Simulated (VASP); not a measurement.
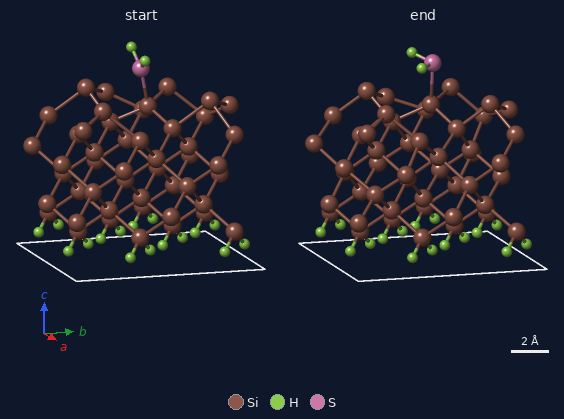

The structure of a slab of composition Si₄₈H₁₈S before (left) and after (right) a relaxation, at one scale.

A ball-and-stick model of the cell of the calculation, outlined in the plane, without the vacuum (origin shifted), seen slightly off an axis.

The run lets the atoms move in a fixed cell. 24 atoms are held fixed.

Method: Kohn-Sham DFT of a periodic cell, PBE with D3(BJ), VASP PAW PBE potentials, recommended (VASP 6.6.1).

Input
```
ALGO     = Normal         # electronic algorithm
EDIFF    = 1E-6           # SCF threshold, eV
EDIFFG   = -0.03          # ionic threshold
ENCUT    = 400            # plane-wave cutoff, eV
GGA      = PE             # functional
IBRION   = 2              # ionic algorithm
ISIF     = 2              # what is computed and relaxed
ISMEAR   = 0              # smearing method
ISYM     = 0            
IVDW     = 12             # dispersion correction
LASPH    = True           # aspherical terms in the spheres
LCHARG   = False          # write CHGCAR
LREAL    = Auto         
LWAVE    = False          # write WAVECAR
NCORE    = 4            
NELM     = 100            # most SCF steps
NSW      = 120            # ionic steps
PREC     = Accurate       # precision mode
SIGMA    = 0.05           # smearing width, eV
```

Run as
```bash
cat potpaw_PBE.64/Si/POTCAR potpaw_PBE.64/H/POTCAR potpaw_PBE.64/S/POTCAR > POTCAR
mpirun -np 8 vasp_gam > vasp.out
```

Q: Summarise the run.

A: The run was cut off at its time limit before the relaxation converged, so the last structure is only a point on the way. The atom that moves furthest is the S atom (0.61 Å at 61° to the normal (+c side)). By element the largest moves are S 0.61 Å, H 0.49 Å, Si 0.33 Å. The lattice vectors keep their values. Some distances before and after: Si–Si 2.605 → 2.381 Å, S–Si 2.419 → 2.624 Å, Si–Si 2.264 → 2.371 Å, Si–Si 2.264 → 2.349 Å. Bond angles that change, for instance: Si–S–H 133.8° → 100.1°, Si–S–H 133.8° → 103.9°, Si–Si–S 105.5° → 118.1°. After 45 geometry steps the energy has fallen by 2.519 eV per cell of the calculation. Largest force component: 1.3 eV/Å at the start, 0.41 eV/Å at the end. It ran on 8 threads of Intel(R) Xeon(R) Platinum 8488C (Sapphire Rapids) (shared host).
